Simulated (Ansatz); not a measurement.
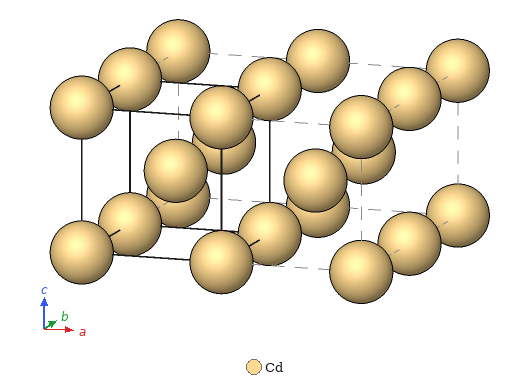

Spheres-only representation of a periodic structure, projected slightly off an axis. One conventional unit cell is drawn solid; the view covers 2×2×1 cells.

Caption:

The element is cadmium. The structure has Im-3m (No. 229) symmetry and a body-centred cubic lattice. The prototype is body-centred cubic (W type). The cell holds two atoms. About every Cd there are eight Cd in a cubic arrangement.

The structure was taken from a structure listed in the Materials Project, with elements exchanged, so it need not be a known form of the compound. The geometry comes from a coarse first relaxation with Ansatz 0.2.0, DFT PBE, scalar-relativistic, plane waves, PAW.
